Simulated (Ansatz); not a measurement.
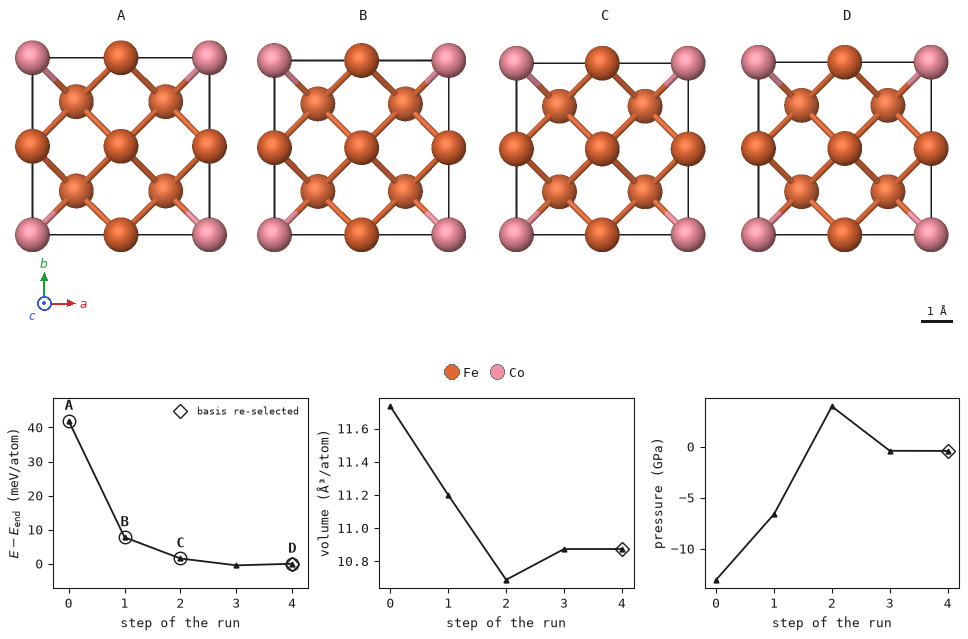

Frames of a relaxation of solid Fe15Co (set up in Pm-3m) (coarse preliminary run), marked on the history of the run. A ball-and-stick model of the cell of the calculation, seen along the c axis.

These are results of DFT PBEsol, scalar-relativistic, plane waves, PAW in Ansatz 0.2.0, not measurements. (plane-wave cutoff 420 eV; k-point mesh 4 × 4 × 4; occupations gaussian; smearing width 0.1 eV; collinear spin; cell and atoms relaxed; force threshold 0.05 eV/Å; at most 80 steps)

Question: Describe the path.

Answer: The largest moves relative to the cell, 0.022 Å, are those of Fe atoms. Co stays in place. The volume changes by −7.3 %, with a = b = c 5.726 → 5.583 Å (−2.5 %). Some distances before and after: Fe–Fe 2.502 → 2.418 Å, Fe–Fe 2.472 → 2.417 Å, Co–Fe 2.457 → 2.417 Å. The space group stays Pm-3m (No. 221). The energy falls by 41.9 meV per atom in 3 accepted moves (4 points after the start). The largest force component goes from 0.12 to 0.0073 eV/Å. Pressure: −13.04 GPa at the start and −0.41 GPa at the end. The SCF was repeated once at an unchanged geometry on a basis and grid sized afresh for the cell, which shifted the energy by 0.5 meV per atom at most. The run took 3.8 min on 4 threads of Intel(R) Xeon(R) Processor @ 2.50GHz (Skylake/Cascade Lake), on a shared host, peak memory 1.4 GiB. From step 0 to 1: volume −4.6 %, energy −34.2 meV per atom. From step 1 to 2: Fe atoms move most (0.02 Å), volume −4.6 %, energy −6.2 meV per atom. From step 2 to 4: volume +1.7 %, energy −1.6 meV per atom.

| step | E − E(0), meV/atom | largest force component, eV/Å | pressure, GPa | volume, Å³/atom | note |
| --- | --- | --- | --- | --- | --- |
| 0 | 0.00 | 0.1188 | -13.04 | 11.734 |  |
| 1 | -34.16 | 0.0907 | -6.61 | 11.199 |  |
| 2 | -40.38 | 0.0556 | 3.95 | 10.688 |  |
| 3 | -42.40 | 0.0073 | -0.40 | 10.874 |  |
| 4 | -41.94 | 0.0073 | -0.41 | 10.874 | same geometry, new basis |
